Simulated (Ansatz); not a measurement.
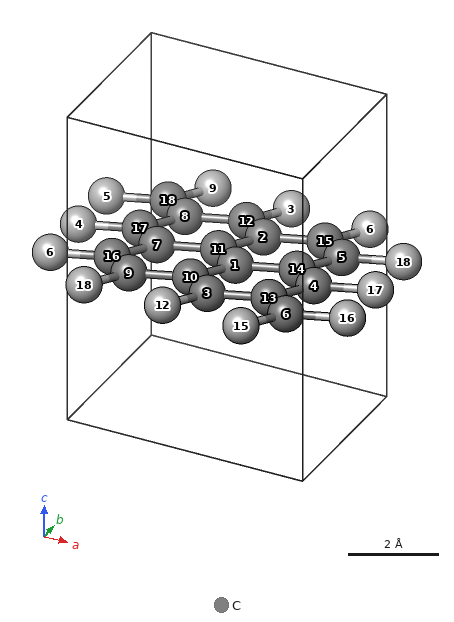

Figure 1. The starting structure (ball-and-stick view of the cell of the calculation, with the vacuum cut short, seen slightly off an axis; neighbours outside the cell are drawn fainter; atoms are numbered from 1 in the order of the input). Near neighbours in the crystal (not all of them lie inside the picture): C has 3 C at 1.42 Å.

**C: geometry relaxation**

C (slab, 18 atoms in the cell), computed with DFT PBE+D3(BJ), scalar-relativistic, plane waves, PAW, no spin polarisation (Ansatz 0.2.0).

The structure derives from an entry of the Crystallography Open Database. The input holds or restrains some coordinates. It belongs to a series of runs on one base structure; here: clean slab, lower planes held. Figures and captions count atoms from 1; the log counts them from 0 in places.

### Input file
```yaml
crystal:
  lattice:
    - [7.3951485247, 0.0, 0.0]
    - [-3.6975742623, 6.4043864871, 0.0]
    - [0.0, 0.0, 16.0016100066]
  atoms:
    - { symbol: C, position: [0.5555555556, 0.4444444444, 0.4999496924] }
    - { symbol: C, position: [0.5555555556, 0.7777777778, 0.4999496924] }
    - { symbol: C, position: [0.5555555556, 0.1111111111, 0.4999496924] }
    - { symbol: C, position: [0.8888888889, 0.4444444444, 0.4999496924] }
    - { symbol: C, position: [0.8888888889, 0.7777777778, 0.4999496924] }
    - { symbol: C, position: [0.8888888889, 0.1111111111, 0.4999496924] }
    - { symbol: C, position: [0.2222222222, 0.4444444444, 0.4999496924] }
    - { symbol: C, position: [0.2222222222, 0.7777777778, 0.4999496924] }
    - { symbol: C, position: [0.2222222222, 0.1111111111, 0.4999496924] }
    - { symbol: C, position: [0.4444444444, 0.2222222222, 0.5000503076] }
    - { symbol: C, position: [0.4444444444, 0.5555555556, 0.5000503076] }
    - { symbol: C, position: [0.4444444444, 0.8888888889, 0.5000503076] }
    - { symbol: C, position: [0.7777777778, 0.2222222222, 0.5000503076] }
    - { symbol: C, position: [0.7777777778, 0.5555555556, 0.5000503076] }
    - { symbol: C, position: [0.7777777778, 0.8888888889, 0.5000503076] }
    - { symbol: C, position: [0.1111111111, 0.2222222222, 0.5000503076] }
    - { symbol: C, position: [0.1111111111, 0.5555555556, 0.5000503076] }
    - { symbol: C, position: [0.1111111111, 0.8888888889, 0.5000503076] }
basis:
  ecutwfc: 420
kpoints:
  mp_grid: { grid: [3, 3, 1] }
hamiltonian:
  xc: pbe
  dispersion: d3bj
scf:
  occupations: { method: gaussian, width: 0.05 }
output:
  forces: true
  eigenvalues: true
relax:
  adjacent_minimum: "off"
  f_tol: 0.03
  max_steps: 70
  constraints: [{ sites: [0] }]
efield:
  axis: 3
  dipole_correction: true
  ramp_width: 0.04
```

Command:
```bash
ansatz run input.yaml --threads 2 --pin off --max-ram 6144MiB --backend cpu --events-out ev --progress --plain --runs-dir out
```

### What the program printed
```
Warning: crystal.symmetry: narrowed to the stabiliser of the relax constraints — unitary ops 54 → 6; lowered at sites 0, 1, 2, 3, 4, 5, 6, 7, 8 (the operations that carried what is held of a site onto what its image site leaves free; the constrained walk keeps no symmetry that its constraints do not admit)
Engine: ansatz 0.2.0, aarch64-unknown-linux-gnu
Pseudopotentials: kind: paw
Pseudopotential: C, paw, valence charge 4, recommended cutoff 420 eV (normal), C.paw.azcp
Functional definition: PBE
  parameter kappa = 0.804
  parameter beta = 0.06672455060314922
  exchange = pbe_x(kappa = kappa, mu = beta*pi^2/3)
  correlation = pbe_c(beta = beta)
Crystal: 18 atoms, lattice volume = 757.858 Å³
Basis set: ecut = 420 eV, 14861 PW (Γ), exchange–correlation on 100×100×216 points (8 copies of the dense FFT grid, shifted against one another)
Bands: 54, of which v1, the nominal top of the filled ones, is band 36 counted from 1 (35 counted from 0)
Symmetry: 6 space group operations
k-points: 3 of 9 (time reversal used)
Non-local potential: C, projectors of the file, l = 0: 2, l = 1: 2, l = 2: 1
PAW form: soft (Blöchl's): semilocal exchange-correlation on the pseudo side does not see the compensation charge
PAW one-centre angular grid: C, 110 points (default); XC on 64 Gauss nodes
Initial density: superposition of atomic densities (neutral atoms: chi_scale 0, normalization atom), corrected by the library's trained network
Initial wavefunctions: pseudopotential atomic-orbital guess
Functional: x = pbe(κ = 0.804, μ = 0.2195149727645171), c = pbe(β = 0.06672455060314922)
SCF iter   1: F=—  HF=-4518.423986 eV  |F-HF|=—  |Δ(HF+E_count)|=         —  Δρ=1.93e-3  dr2=2.50e-2  ethr=1.77e-3  p=0.000 e·Å  D=3.18e-14 V/Å  ΔV_dip=-0.00 eV  dr2_dipole=7.35e-12  V_vac-E_F(+/−)=4.35/4.35 eV  ⟨swp⟩=16.7  Hψ=1252  notcnv=0  defer=20
efield: sawtooth ramp at fractional position 0.9800 (placed from the atoms, in the widest stretch of the axis that holds none; the zero of the levels goes with the place), width 0.0400; the density the first Hamiltonian is built on has a dipole p = 0.000 e·Å; the dipole correction subtracts the counter field D = 3.18e-14 V/Å, which shifts the + side's vacuum level by -0.00 eV against the − side's; the planar-averaged density in the ramp window peaks in size at 2.3e-5 e/Å³
preconditioner: auto → LDOS  [metal: Δε(μ)=0.000 eV  Ē_g=14.029 eV  σ=0.050 eV  W_gap=0.00  n_scr=68 (ndim 8)  ℏωp=11.4 eV  f_vac=0.743  D(μ)=10.03/eV (n_scr^D=48)  β→1.0]
SCF iter   2: F=—  HF=-4518.420398 eV  |F-HF|=—  |Δ(HF+E_count)|=   3.59e-3  Δρ=4.06e-4  dr2=6.88e-4  ethr=3.48e-5  p=0.000 e·Å  D=2.43e-6 V/Å  ΔV_dip=-0.00 eV  dr2_dipole=1.21e-12  V_vac-E_F(+/−)=4.27/4.27 eV  ⟨swp⟩=4.0  Hψ=343  notcnv=0  defer=25
SCF iter   3: F=—  HF=-4518.422449 eV  |F-HF|=—  |Δ(HF+E_count)|=   2.05e-3  Δρ=9.00e-5  dr2=1.12e-4  ethr=9.56e-7  p=0.000 e·Å  D=1.09e-6 V/Å  ΔV_dip=-0.00 eV  dr2_dipole=1.43e-11  V_vac-E_F(+/−)=4.25/4.25 eV  ⟨swp⟩=2.7  Hψ=279  notcnv=0  defer=25
iter 4 did not close the SCF: its close was put off for the readings that it lacked (scf_convergence_deferred on its scf_iter line)
SCF iter   4: F=-4518.422529 eV  HF=-4518.422484 eV  |F-HF|=4.52e-5  |Δ(HF+E_count)|=   3.50e-5  Δρ=2.58e-5  dr2=5.92e-6  ethr=1.55e-7  p=-0.000 e·Å  D=-3.09e-7 V/Å  ΔV_dip=0.00 eV  dr2_dipole=6.07e-12  V_vac-E_F(+/−)=4.24/4.24 eV  ⟨swp⟩=2.7  Hψ=257  notcnv=0  defer=25
iter 5 did not close the SCF: its close was put off for the readings that it lacked (scf_convergence_deferred on its scf_iter line)
SCF iter   5: F=-4518.422530 eV  HF=-4518.422529 eV  |F-HF|=1.44e-6  |Δ(HF+E_count)|=   4.49e-5  Δρ=4.53e-6  dr2=1.58e-7  ethr=8.23e-9  p=-0.000 e·Å  D=-2.93e-8 V/Å  ΔV_dip=0.00 eV  dr2_dipole=3.13e-13  V_vac-E_F(+/−)=4.24/4.24 eV  ⟨swp⟩=2.0  Hψ=258  notcnv=0  defer=25
SCF iter   6: F=-4518.422530 eV  HF=-4518.422530 eV  |F-HF|=1.97e-7  |Δ(HF+E_count)|=   1.29e-6  Δρ=7.84e-7  dr2=3.05e-9  ethr=2.19e-10  p=-0.000 e·Å  D=-4.37e-8 V/Å  ΔV_dip=0.00 eV  dr2_dipole=3.06e-14  V_vac-E_F(+/−)=4.24/4.24 eV  ⟨swp⟩=21.7  Hψ=1001  notcnv=0
SCF 1 converged in 6 iterations: F = -4518.422530 eV  dr2 = 3.05e-9
  greatest PAW one-centre occupation: 0.672 electrons in one spin orbital (limit 2), on the C atom at site 7 (counted from 0), in its partial waves of l = 0
relax step   1: F+E_penalty+E_count = -4518.42253015 eV  Δ(F+E_penalty+E_count) = +0.000e0 eV  max|allowed force component| = 2.698e-2 eV/Å  Δτ_max = 0.0000 Å  (6 SCF iters, dr2 threshold 2.25e-5 eV, accepted)
Initial density: handed on by an earlier stage of this run
Initial wavefunctions: those handed on with the density
iter 1 solved again at ethr=3.94e-12 eV; its pass at ethr=3.10e-3 eV (dr2=2.83e-9 eV) is discarded
SCF iter   1: F=—  HF=-4518.422259 eV  |F-HF|=—  |Δ(HF+E_count)|=         —  Δρ=7.97e-7  dr2=2.83e-9  ethr=3.94e-12  p=-0.000 e·Å  D=-4.37e-8 V/Å  ΔV_dip=0.00 eV  dr2_dipole=2.49e-14  V_vac-E_F(+/−)=4.24/4.24 eV  ⟨swp⟩=2.0  Hψ=480  notcnv=0
efield: sawtooth ramp at fractional position 0.9800 (handed on by an earlier solve), width 0.0400; the density the first Hamiltonian is built on has a dipole p = -0.000 e·Å; the dipole correction subtracts the counter field D = -4.37e-8 V/Å, which shifts the + side's vacuum level by +0.00 eV against the − side's; the planar-averaged density in the ramp window peaks in size at 7.0e-8 e/Å³
preconditioner: auto → LDOS  [metal: Δε(μ)=0.000 eV  Ē_g=13.974 eV  σ=0.050 eV  W_gap=0.00  n_scr=68 (ndim 8)  ℏωp=11.4 eV  f_vac=0.753  D(μ)=10.03/eV (n_scr^D=48)  β→1.0]
SCF iter   2: F=—  HF=-4518.422530 eV  |F-HF|=—  |Δ(HF+E_count)|=   2.72e-4  Δρ=4.60e-7  dr2=1.05e-9  ethr=3.93e-12  p=-0.000 e·Å  D=-9.75e-9 V/Å  ΔV_dip=0.00 eV  dr2_dipole=6.46e-16  V_vac-E_F(+/−)=4.24/4.24 eV  ⟨swp⟩=9.0  Hψ=659  notcnv=0
SCF iter   3: F=-4518.422530 eV  HF=-4518.422530 eV  |F-HF|=1.19e-8  |Δ(HF+E_count)|=   1.71e-8  Δρ=1.77e-7  dr2=3.28e-10  ethr=1.46e-12  p=-0.000 e·Å  D=-4.69e-9 V/Å  ΔV_dip=0.00 eV  dr2_dipole=4.43e-16  V_vac-E_F(+/−)=4.24/4.24 eV  ⟨swp⟩=4.0  Hψ=579  notcnv=0
SCF 2 converged in 3 iterations: F = -4518.422530 eV  dr2 = 3.28e-10
  greatest PAW one-centre occupation: 0.672 electrons in one spin orbital (limit 2), on the C atom at site 15 (counted from 0), in its partial waves of l = 0
relax step   2: F+E_penalty+E_count = -4518.42253015 eV  Δ(F+E_penalty+E_count) = -1.131e-9 eV  max|allowed force component| = 2.698e-2 eV/Å  Δτ_max = 0.0000 Å  (3 SCF iters, accepted)
```

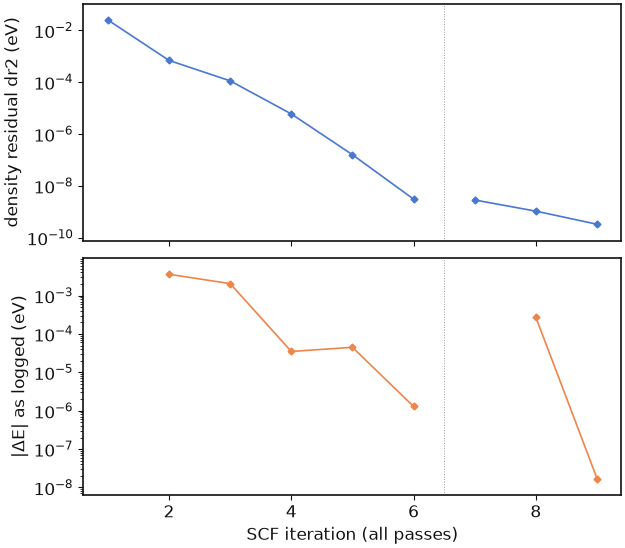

Figure 2. Convergence of the self-consistent field: density residual dr2 and size of the energy change against the SCF iteration. The dotted lines part the SCF passes of the relaxation: geometry steps, rejected trials and re-solves on a re-selected basis. The passes take 6 and 3 iterations.

```
SCF converged after 3 iterations
Free energy (F): -4518.422530 eV
Harris-Foulkes:  -4518.422530 eV  (|F-HF|=1.19e-8)
Internal energy: -4518.409993 eV  (E = F + TS)
E sigma→0 (E₀):  -4518.416261 eV
Entropy (-TS):   -0.012538 eV (-0.697 meV/atom)
Fermi energy:    -1.880096 eV
Dipole field:    D = 0.000000 V/Å  (p = 0.000000 e·Å, saw-weighted, corrected)
Work function:   Φ+ = 4.2410 eV   Φ− = 4.2410 eV
Levels:          The Fermi level and band energies are counted from a zero that moves with the ramp; work functions are not
--- Per-component energies (eV) ---
  E_band       = -794.348507
  E_kinetic    = 1635.514900
  E_local      = -22982.132266  (includes V_loc(G=0)·N_el)
  E_nonlocal   = 491.367668
  E_hartree    = 10626.140491
  E_xc         = -863.469992
  E_vxc        = -1068.908884  (∫ρ·V_xc dr)
  E_paw        = -1788.196799  (= ΣΔE_a)
  E_vpaw       = -122.470316  (= ΣTr[D̂ρ^β])
  E_aug_tail   = 0.000136  (compensation charges beyond the density's cutoff)
  E_efield     = 0.000000  (sawtooth field / dipole correction)
  E_vefield    = 0.000000  (∫n·V_field dr)
  E_ewald      = 8363.962603
  E_disp       = -1.596733  (pairwise vdW)
  E_smearing   = -0.012538  (= −TS)
  E_closure    = -0.000000  (closes the sum)
  Σ components = -4518.422530   (vs F -4518.422530, Δ=0.00e0)
--- Forces (eV/Å), atoms counted from 1 ---
  atom   1  C      0.00000000    -0.00000000     0.02698076
  atom   2  C      0.00000728     0.00000145     0.02698021
  atom   3  C      0.00000490     0.00000558     0.02698021
  atom   4  C     -0.00000238    -0.00000703     0.02698021
  atom   5  C     -0.00000728     0.00000145     0.02698021
  atom   6  C      0.00000000    -0.00000000     0.02698029
  atom   7  C      0.00000238    -0.00000703     0.02698021
  atom   8  C      0.00000000    -0.00000000     0.02697987
  atom   9  C     -0.00000490     0.00000558     0.02698021
  atom  10  C     -0.00000000    -0.00000189    -0.02698003
  atom  11  C     -0.00000163     0.00000094    -0.02698003
  atom  12  C      0.00000001     0.00000000    -0.02698052
  atom  13  C      0.00000238    -0.00000137    -0.02698026
  atom  14  C      0.00000163     0.00000094    -0.02698003
  atom  15  C      0.00000000     0.00000274    -0.02698026
  atom  16  C     -0.00000238    -0.00000137    -0.02698026
  atom  17  C      0.00000000    -0.00000001    -0.02698052
  atom  18  C     -0.00000001     0.00000000    -0.02698052
  max |Σ_I F_I| component: 2.86e-7 eV/Å
--- Band table (eV) ---
  k-point 0: bands = ["-21.4123", "-18.8287", "-18.8287", "-18.8287", "-18.8287", "-18.8287", "-18.8287", "-14.4894", "-14.4894", "-14.4894", "-14.4894", "-12.4577", "-12.4577", "-11.5255", "-11.5255", "-11.5255", "-11.5255", "-11.5255", "-11.5255", "-9.5090", "-7.6803", "-7.6803", "-7.6803", "-7.6803", "-7.6803", "-7.6803", "-6.5098", "-6.5098", "-6.5098", "-6.5098", "-6.5098", "-6.5098", "-4.9278", "-4.9278", "-1.8801", "-1.8801", "-1.8801", "-1.8801", "1.3677", "2.2281", "2.7122", "3.0302", "3.0302", "3.0302", "3.0302", "3.0302", "3.0302", "4.3013", "4.9163", "4.9163", "4.9163", "4.9163", "4.9163", "4.9163"]
  k-point 1: bands = ["-21.1210", "-20.2529", "-19.3950", "-19.3950", "-17.7200", "-17.7200", "-16.9251", "-16.1469", "-16.1469", "-14.2690", "-13.6825", "-13.6825", "-12.8116", "-12.8116", "-11.0437", "-11.0437", "-10.0526", "-10.0526", "-9.1607", "-8.9135", "-8.9135", "-8.5950", "-8.2452", "-8.1340", "-8.0313", "-8.0313", "-7.1372", "-7.1372", "-6.6581", "-6.0448", "-5.5012", "-5.3111", "-5.3111", "-4.6682", "-3.6824", "-3.6824", "-0.1685", "-0.1685", "0.3393", "1.4418", "1.4418", "1.7641", "2.6283", "2.9522", "3.1167", "3.8211", "4.1384", "4.1384", "4.2791", "4.2791", "4.3298", "4.6999", "5.0304", "5.0304"]
  k-point 2: bands = ["-20.5413", "-20.5413", "-20.5413", "-17.9952", "-17.9952", "-17.9952", "-15.9805", "-15.9805", "-15.9805", "-14.9520", "-14.9520", "-14.9520", "-11.5702", "-11.5702", "-11.5702", "-10.0438", "-10.0438", "-10.0438", "-9.2138", "-9.2138", "-9.2138", "-8.4724", "-8.4724", "-8.4724", "-7.6024", "-7.6024", "-7.6024", "-6.6465", "-6.6465", "-6.6465", "-5.5564", "-5.5564", "-5.5564", "-3.9771", "-3.9771", "-3.9771", "-0.2780", "-0.2780", "-0.2780", "2.0668", "2.0668", "2.0668", "2.5572", "2.5572", "2.5572", "3.4265", "3.4265", "3.4265", "3.9258", "3.9258", "3.9262", "5.4942", "5.4943", "5.4944"]
--- Relaxed structure (2 steps of the walk, 2 accepted, 0 SCFs on fresh bases) ---
  F+E_penalty+E_count = -4518.42253015 eV   max|allowed force component| = 2.698e-2 eV/Å
  atoms:
    - { symbol: C, position: [0.5555555555555556, 0.4444444444444445, 0.49994969240000003] }
    - { symbol: C, position: [0.5555555555555556, 0.7777777777777779, 0.49994969240000003] }
    - { symbol: C, position: [0.5555555555555557, 0.11111111111111116, 0.49994969240000003] }
    - { symbol: C, position: [0.888888888888889, 0.44444444444444453, 0.49994969240000003] }
    - { symbol: C, position: [0.8888888888888888, 0.777777777777778, 0.49994969240000003] }
    - { symbol: C, position: [0.888888888888889, 0.11111111111111115, 0.49994969240000003] }
    - { symbol: C, position: [0.22222222222222224, 0.44444444444444453, 0.49994969240000003] }
    - { symbol: C, position: [0.2222222222222222, 0.7777777777777778, 0.49994969240000003] }
    - { symbol: C, position: [0.22222222222222227, 0.11111111111111115, 0.49994969240000003] }
    - { symbol: C, position: [0.4444444444444445, 0.22222222222222227, 0.5000503076] }
    - { symbol: C, position: [0.4444444444444444, 0.5555555555555557, 0.5000503076] }
    - { symbol: C, position: [0.4444444444444445, 0.8888888888888891, 0.5000503076] }
    - { symbol: C, position: [0.7777777777777778, 0.22222222222222224, 0.5000503076] }
    - { symbol: C, position: [0.7777777777777779, 0.5555555555555557, 0.5000503076] }
    - { symbol: C, position: [0.7777777777777779, 0.8888888888888891, 0.5000503076] }
    - { symbol: C, position: [0.11111111111111113, 0.22222222222222227, 0.5000503076] }
    - { symbol: C, position: [0.11111111111111108, 0.5555555555555556, 0.5000503076] }
    - { symbol: C, position: [0.11111111111111116, 0.8888888888888891, 0.5000503076] }
```

### Trajectory as extended XYZ (Å, eV, eV/Å), 2 frames, from step=1 to step=2
```
18
Lattice="7.3951 0.0000 0.0000 -3.6976 6.4044 0.0000 0.0000 0.0000 16.0016" Properties=species:S:1:pos:R:3:forces:R:3 step=1 energy=-4518.42253
C     2.4651    2.8464    8.0000    0.0000   0.0000   0.0270
C     1.2325    4.9812    8.0000    0.0000   0.0000   0.0270
C     3.6976    0.7116    8.0000    0.0000   0.0000   0.0270
C     4.9301    2.8464    8.0000    0.0000   0.0000   0.0270
C     3.6976    4.9812    8.0000    0.0000   0.0000   0.0270
C     6.1626    0.7116    8.0000    0.0000   0.0000   0.0270
C     0.0000    2.8464    8.0000    0.0000   0.0000   0.0270
C    -1.2325    4.9812    8.0000    0.0000   0.0000   0.0270
C     1.2325    0.7116    8.0000    0.0000   0.0000   0.0270
C     2.4651    1.4232    8.0016    0.0000   0.0000  -0.0270
C     1.2325    3.5580    8.0016    0.0000   0.0000  -0.0270
C     0.0000    5.6928    8.0016    0.0000   0.0000  -0.0270
C     4.9301    1.4232    8.0016    0.0000   0.0000  -0.0270
C     3.6976    3.5580    8.0016    0.0000   0.0000  -0.0270
C     2.4651    5.6928    8.0016    0.0000   0.0000  -0.0270
C     0.0000    1.4232    8.0016    0.0000   0.0000  -0.0270
C    -1.2325    3.5580    8.0016    0.0000   0.0000  -0.0270
C    -2.4651    5.6928    8.0016    0.0000   0.0000  -0.0270
18
Lattice="7.3951 0.0000 0.0000 -3.6976 6.4044 0.0000 0.0000 0.0000 16.0016" Properties=species:S:1:pos:R:3:forces:R:3 step=2 energy=-4518.42253
C     2.4651    2.8464    8.0000    0.0000   0.0000   0.0270
C     1.2325    4.9812    8.0000    0.0000   0.0000   0.0270
C     3.6976    0.7116    8.0000    0.0000   0.0000   0.0270
C     4.9301    2.8464    8.0000    0.0000   0.0000   0.0270
C     3.6976    4.9812    8.0000    0.0000   0.0000   0.0270
C     6.1626    0.7116    8.0000    0.0000   0.0000   0.0270
C     0.0000    2.8464    8.0000    0.0000   0.0000   0.0270
C    -1.2325    4.9812    8.0000    0.0000   0.0000   0.0270
C     1.2325    0.7116    8.0000    0.0000   0.0000   0.0270
C     2.4651    1.4232    8.0016    0.0000   0.0000  -0.0270
C     1.2325    3.5580    8.0016    0.0000   0.0000  -0.0270
C     0.0000    5.6928    8.0016    0.0000   0.0000  -0.0270
C     4.9301    1.4232    8.0016    0.0000   0.0000  -0.0270
C     3.6976    3.5580    8.0016    0.0000   0.0000  -0.0270
C     2.4651    5.6928    8.0016    0.0000   0.0000  -0.0270
C     0.0000    1.4232    8.0016    0.0000   0.0000  -0.0270
C    -1.2325    3.5580    8.0016    0.0000   0.0000  -0.0270
C    -2.4651    5.6928    8.0016    0.0000   0.0000  -0.0270
```

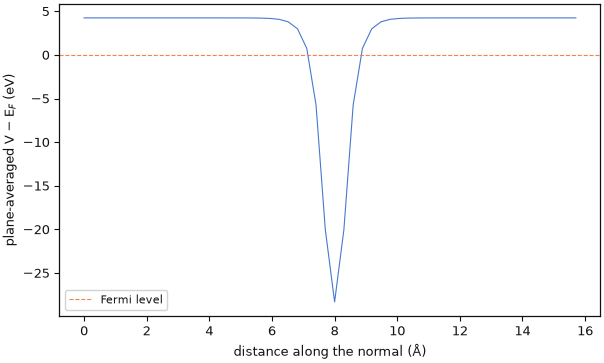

Figure 3. Plane average of the electrostatic potential energy of an electron across the cell, from the Fermi level. The vacuum level lies 4.24 eV above the Fermi level.

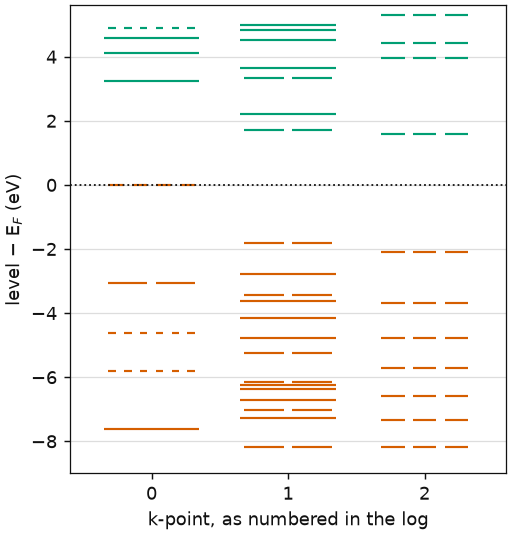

Figure 4. Kohn–Sham levels near the Fermi level (dotted) at the few k-points that the log prints; levels within 0.02 eV of each other stand side by side. The system is metallic on the full mesh.

### Results in brief

- outcome: converged under the restraints of the input
- electrons treated: 72
- free energy: −4518.4225 eV
- work function, top face: 4.24 eV
- work function, bottom face: 4.24 eV
- Fermi energy: −1.880 eV
- gap on the k-point mesh: none (metallic)
- final volume: 757.86 Å³
- work function (upper face): 4.24 eV
- largest force (length of the vector) at the end, held atoms and coordinates included: 0.027 eV/Å
- hardware: 2 threads of Arm Neoverse V1, 24 GiB of memory available, shared host
- wall time: 12 s (CPU time 23 s)
- peak memory: 0.8 GiB
